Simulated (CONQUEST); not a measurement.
Run report: HfN, density-of-states run

System: HfN (4 atoms in the cell).
Method: Kohn-Sham DFT of a periodic cell, PBEint, PseudoDojo NC PBEsol, no spin polarisation (CONQUEST 1.3).

The structure derives from an entry of the Crystallography Open Database.

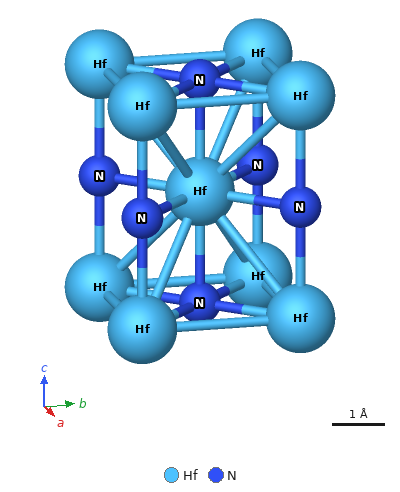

The structure as given in the input (ball-and-stick view of the cell of the calculation, seen slightly off an axis). Near neighbours in the crystal (not all of them lie inside the picture): Hf has 12 Hf at 3.17 to 3.24 Å and 6 N at 2.24 to 2.27 Å; N has 6 Hf at 2.24 to 2.27 Å.

### The input
```
IO.Title HfN
IO.Coordinates coords.dat
IO.FractionalAtomicCoords T
IO.Iprint 2
IO.Iprint_init 1
General.NumberOfSpecies 2
General.PseudopotentialType hamann
General.FunctionalType -60062
General.DifferentFunctional T
AtomMove.TypeOfRun static
AtomMove.FullStress T
Grid.GridCutoff 120
DM.SolutionMethod diagon
Diag.MPMesh T
Diag.GammaCentred T
Diag.MPMeshX 4
Diag.MPMeshY 4
Diag.MPMeshZ 3
Diag.kT 0.00099223
minE.SCTolerance 1e-6
SC.MaxIters 100
IO.AtomChargeOutput T
SC.LinearMixingFactor 0.7
General.NeutralAtomProjector T
SC.MaxPulay 3
IO.writeDOS T
IO.write_proj_DOS T
%block ChemicalSpeciesLabel
1 178.490 Hf
2 14.010 N
%endblock
```

Command:
```bash
Conquest, then PostProcessCQ with the Process lines added to Conquest_input
```

### What the program printed
```
Simulation cell dimensions:     6.1222 a0 x     5.9883 a0 x     8.4540 a0

      Atomic coordinates (a0)
         Atom         X         Y         Z  Species
            1    0.0000    0.0000    0.0000        1
            2    3.0611    2.9942    4.2270        1
            3    0.0000    0.0000    4.2270        2
            4    3.0611    2.9942    0.0000        2

         Monkhorst-Pack mesh:   4 x   4 x   3 gamma-centred
        This calculation includes non-local pseudopotentials,
         with a maximum core radius of      8.18838327

    Job title: HfN
    Job to be run: static calculation

    Ground state search:
      Support functions represented with PAO basis
      1:1 PAO to SF mapping
      Non-spin-polarised electrons
      Solving for the K matrix using diagonalisation
      Using Fermi-Dirac smearing

    Integration grid size:     32 x   32 x   48

    Integration grid spacing:  0.191 a0 x 0.187 a0 x 0.176 a0

    Number of species:  2
    --------------------------------------------------------
    |   #  mass (au)  Charge (e)  SF Rad (a0)  NSF  Label  |
    --------------------------------------------------------
    |   1    178.490      12.000        8.418   19  Hf     |
    |   2     14.010       5.000        5.740   13  N      |
    --------------------------------------------------------
          SCF tolerance:                 0.00000100
          SCF iterations:               100

    LibXC version:  6. 2. 2
    Using the GGA functional PBE for hybrid interfaces
    Using the GGA functional PBE for hybrid interfaces

           radial cut-off to be used is taken to be max PAO cut-off radius for this species:    8.188383

           greatest ang. mom. for making density from PAOs:  2

           radial cut-off to be used is taken to be max PAO cut-off radius for this species:    5.483972

           greatest ang. mom. for making density from PAOs:  2
    Minimum blocs/proc is      768. Maximum blocs/proc is      768
    set_atom_dens: In set_atomic_density, electrons :      34.000000000000
 matrix_size & matrix_size_padH =           64          64

    Screened ion int: energy:     -89.204938105810 Ha

    new_SC_potl: Starting.  Tolerance:  0.10000E-05

    PulayMixSC: Starting Pulay mixing, A_up =  0.700 A_dn =  0.700
    PulayMixSC: Spin non-polarised calculation.
          Harris-Foulkes Energy            :      -137.916860120894796 Ha
          GroundState Energy (E-(1/2)TS)   :      -137.916936530491654 Ha
          Free Energy (E-TS)               :      -137.917012940088483 Ha
          DFT Total Energy                 :      -137.874262337655182 Ha
          Total number of electrons        :        34.000000000000860
    PulayMixSC: Pulay iteration     1 residual:              0.47933E-02
          Harris-Foulkes Energy            :      -137.930792035052718 Ha
          GroundState Energy (E-(1/2)TS)   :      -137.931011369485617 Ha
          Free Energy (E-TS)               :      -137.931230703918516 Ha
          DFT Total Energy                 :      -137.844331715810625 Ha
          Total number of electrons        :        34.000209467478072
    PulayMixSC: Pulay iteration     2 residual:              0.43103E-02
          Harris-Foulkes Energy            :      -137.909692950633598 Ha
          GroundState Energy (E-(1/2)TS)   :      -137.909769264381282 Ha
          Free Energy (E-TS)               :      -137.909845578128966 Ha
          DFT Total Energy                 :      -137.902633060038056 Ha
          Total number of electrons        :        34.000238702494734
    PulayMixSC: Pulay iteration     3 residual:              0.12901E-02
          Harris-Foulkes Energy            :      -137.907793138977240 Ha
          GroundState Energy (E-(1/2)TS)   :      -137.907864225546717 Ha
          Free Energy (E-TS)               :      -137.907935312116194 Ha
          DFT Total Energy                 :      -137.907783881333444 Ha
          Total number of electrons        :        34.000297555718404
    PulayMixSC: Pulay iteration     4 residual:              0.83423E-04
          Harris-Foulkes Energy            :      -137.907791067445743 Ha
          GroundState Energy (E-(1/2)TS)   :      -137.907862422025403 Ha
          Free Energy (E-TS)               :      -137.907933776605091 Ha
          DFT Total Energy                 :      -137.907790686095211 Ha
          Total number of electrons        :        34.000302944499758
    PulayMixSC: Pulay iteration     5 residual:              0.14334E-04
          Harris-Foulkes Energy            :      -137.907790538090893 Ha
          GroundState Energy (E-(1/2)TS)   :      -137.907861954263240 Ha
          Free Energy (E-TS)               :      -137.907933370435586 Ha
          DFT Total Energy                 :      -137.907790494824837 Ha
          Total number of electrons        :        34.000303267475466
    PulayMixSC: Pulay iteration     6 residual:              0.36255E-05
          Harris-Foulkes Energy            :      -137.907790807879394 Ha
          GroundState Energy (E-(1/2)TS)   :      -137.907862265079984 Ha
          Free Energy (E-TS)               :      -137.907933722280575 Ha
          DFT Total Energy                 :      -137.907790795210872 Ha
          Total number of electrons        :        34.000302604113536
    PulayMixSC: Pulay iteration     7 residual:              0.16118E-05
          Harris-Foulkes Energy            :      -137.907791257199335 Ha
          GroundState Energy (E-(1/2)TS)   :      -137.907862695991838 Ha
          Free Energy (E-TS)               :      -137.907934134784341 Ha
          DFT Total Energy                 :      -137.907791257061263 Ha
          Total number of electrons        :        34.000302979170726
    PulayMixSC: Pulay iteration     8 residual:              0.15844E-06
    PulayMixSC: Reached SCF tolerance of  0.15844E-06 after      8 iterations
      | Number of electrons      =        34.000303
      |* band energy as 2Tr[K.H] =       -39.176267726353807 Ha
      |  screened ion-ion energy =       -89.204938105809930 Ha
      |  Ha correction           =        -0.159576799826601 Ha
      |  XC correction           =        -9.367006742532238 Ha
      | GS Energy as E-(1/2)TS   =      -137.907862695991838 Ha
      | Free Energy as E-TS      =      -137.907934134784341 Ha
      |* Harris-Foulkes energy   =      -137.907791257199335 Ha
      |* DFT total energy        =      -137.907791257061263 Ha
      |  estimated accuracy      =        -0.000000000138073 Ha
    get_E_and_F: Change in energy during last step of electronic optimisation: -0.44932E-06

    BIBLIOGRAPHY: Please consider citing the following references in the conquest.bib file

    CONQUEST:         Bowler2002pt, Miyazaki2004, Nakata2020
    Basis:            Bowler2019
    DM:               Bowler:2006xr
    Pseudopotentials: Hamann2013, Bowler2019
    XC references from LibXC:

    Warnings written to file Conquest_warnings; please check
```

### File coords.dat
```
    6.1221759616     0.0000000000     0.0000000000
    0.0000000000     5.9883077629     0.0000000000
    0.0000000000     0.0000000000     8.4540337487
4
  0.0000000000   0.0000000000   0.0000000000 1 T T T
  0.5000000000   0.5000000000   0.5000000000 1 T T T
  0.0000000000   0.0000000000   0.5000000000 2 T T T
  0.5000000000   0.5000000000   0.0000000000 2 T T T
```

### File PostProcessCQ.log
```
CONQUEST charge density conversion and STM image simulation

D. R. Bowler (UCL) and A. Nakata (NIMS)

  Creating projected density of states (pDOS); also generating DOS

  Calculating density of states (DOS)
    Reading k-points from eigenvalues file, not setting from input file
    Fermi level:     -0.41770 Ha   (=   -11.366 eV)
  Reading bands between   -0.100E+13Ha and    0.100E+13Ha
  Bands     1 to    64 were written out by CONQUEST
  DOS lower limit set by user:     -1.21770 Ha
  DOS upper limit set by user:      0.08230 Ha
  Sigma set by user:     0.005000 Ha
  Dividing DOS into   301 bins of width     0.004467 Ha
 iDOS_low is    8.5416666639999974
  DOS between      -1.238 Ha and Ef integrates to       16.907 electrons
  DOS between      -1.238 Ha and       0.102 Ha integrates to       42.233 electrons

  Calculating projected density of states (DOS)
    Resolving in l
    Producing pDOS for all atoms in cell
  Opening block file: hilbert_make_blk.dat
  Original run on        1 processors
  Results of integrating pDOS between      -1.238 and       0.102 Ha (electrons per atom).
       Atom       Total        l=0        l=1        l=2
          1      -0.113     -2.018     -1.437      3.342
          2      -0.113     -2.018     -1.437      3.342
          3       8.566      0.561      7.937      0.068
          4       8.566      0.561      7.937      0.068
  Integrated pDOS:      16.907 electrons
```

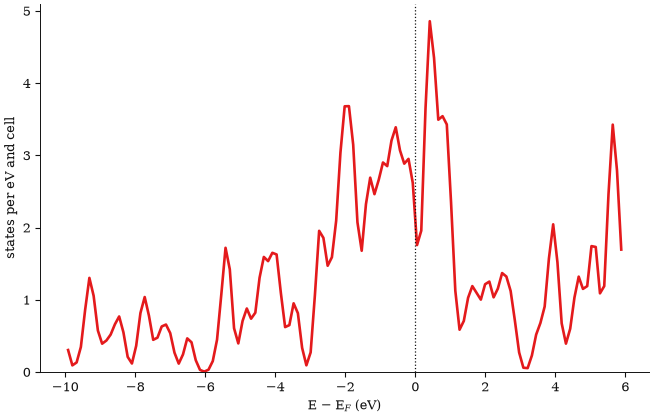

Density of states from the levels on the mesh of the run, whose fine structure reflects that mesh, with energies from the Fermi level of the run. At the top of the window the curve may fall because the computed bands end.

### Summary

- outcome: converged
- space group (tolerance 0.01 Å): Immm (71)
- electrons treated: 34
- free energy: −3752.6661 eV
- Fermi energy of the self-consistent step: −11.366 eV
- gap on the k-point mesh: none (metallic)
- hardware: 1 thread of Intel Xeon (Sapphire Rapids), 16 GiB of memory available, shared host
- wall time: 49 s
- peak memory: 0.66 GiB

### Notes

Settings chosen away from the usual ones: SC.LinearMixingFactor set to 0.7; General.NeutralAtomProjector set to T; SC.MaxPulay set to 3. The settings depart from the standard set-up of this series, which can bear on the numbers. Further notes kept with the run: read_and_write: Functional in input file differs to pseudopotential but proceeding: -60062 -116133. Points of doubt noted for this run: potential of other functional. Spin–orbit coupling is left out, which matters for Hf.
